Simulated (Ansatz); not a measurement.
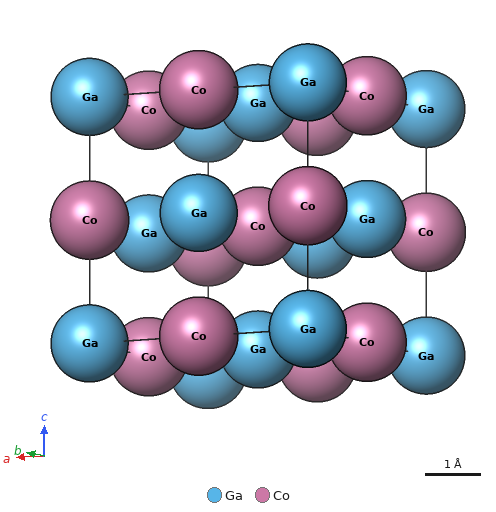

This is the input geometry for a relaxation of crystalline GaCo (built on the rock salt_225 type) (coarse preliminary run). Style: spheres-only. Shown: the conventional cell (4 times the calculation's cell), from a free direction. Lengths and directions refer to the drawn axes.

Case: rock salt type (Fm-3m, No. 225).

The calculation used DFT PBE, scalar-relativistic, plane waves, PAW (Ansatz).

Input
```yaml
crystal:
  lattice:
    - [0.0, 2.2664224478, 2.2664224478]
    - [2.2664224478, 0.0, 2.2664224478]
    - [2.2664224478, 2.2664224478, 0.0]
  atoms:
    - { symbol: Ga, position: [0.0, 0.0, 0.0] }
    - { symbol: Co, position: [0.5, 0.5, 0.5] }
basis:
  ecutwfc: 420
kpoints:
  mp_grid: { grid: [6, 6, 6] }
hamiltonian:
  xc: pbe
scf:
  occupations: { method: gaussian, width: 0.1 }
  lower_state_search: "off"
output:
  forces: true
  stress: true
  eigenvalues: true
relax:
  adjacent_minimum: "off"
  f_tol: 0.04
  max_steps: 70
  cell: { stress_tol: 0.4 }
```

Command:
```bash
ansatz run input.yaml --threads 1 --pin off --max-ram 2560MiB --backend cpu --events-out ev --progress --plain --runs-dir out
```

**Where does the relaxation end?**

No atom moves by more than 0.005 Å relative to the cell. The drawn cell changes as follows: a = b = c 4.533 → 4.801 Å (+5.9 %); the volume changes by +18.8 %. Near-neighbour distances that change, for instance: Ga1–Co2 2.266 → 2.401 Å. The space group stays Fm-3m (No. 225). Over 4 accepted moves (6 points after the start) the energy falls by 193 meV per atom. All forces vanish by symmetry, so only the cell relaxes. The pressure goes from 32.97 to 0.11 GPa. At 2 points the geometry stayed and the basis and grid were re-selected for the new cell (energy shift of 4.4 meV per atom at most each time).

Final geometry:

```
CELL_PARAMETERS angstrom
0.00000 2.40053 2.40053
2.40053 0.00000 2.40053
2.40053 2.40053 0.00000
ATOMIC_POSITIONS crystal
Ga 0.00000 0.00000 0.00000
Co 0.50000 0.50000 0.50000
```

After the run, drawn alike:

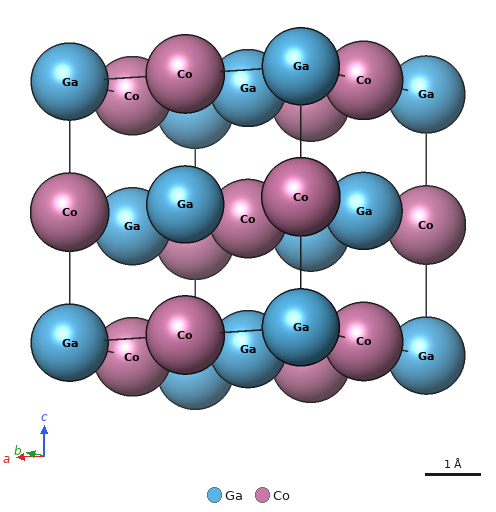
